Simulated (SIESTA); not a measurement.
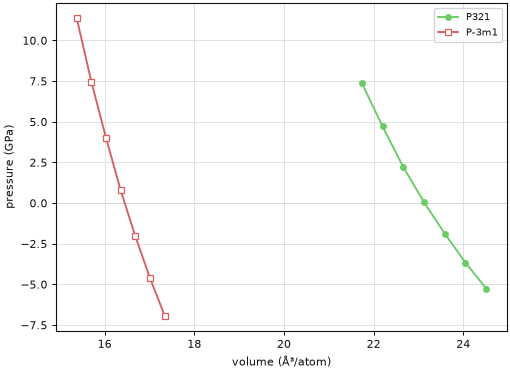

The figure shows the pressure against volume, with one curve for each structure, for La₂O₃.

How it was computed, with SIESTA 5.4.2: DFT in numerical atomic orbitals with pseudopotentials, no spin polarisation; energies at scaled volumes of the given cell, shape and fractions fixed, counted from the fit's minimum, third-order Birch-Murnaghan fit. Level: LDA.

- occupations: Fermi–Dirac
- smearing width: 0.05 eV
- potentials: PseudoDojo 0.4 standard, converted to PSML, two zetas on semicore shells

Settings that differ: P321: k mesh 4×4×6; P-3m1: k mesh 6×6×4.

Q: Order the curves by fitted equilibrium volume, smallest first.

A: P-3m1 16.445, P321 23.134 Å³/atom.

Q: Order the curves by fitted bulk modulus, smallest first.

A: P321 103.2, P-3m1 146.9 GPa.

Q: For P321: what does the pressure do across the range?

A: It falls from 7.38 GPa at volume 21.74 Å³/atom to −5.26 GPa at 24.51 Å³/atom, and changes sign near 23.14 Å³/atom.

Keep in mind: mulliken charges of long orbitals; potentials made for another functional; shape and atomic fractions are frozen while scaling, which makes layered, chain and framework solids too stiff.
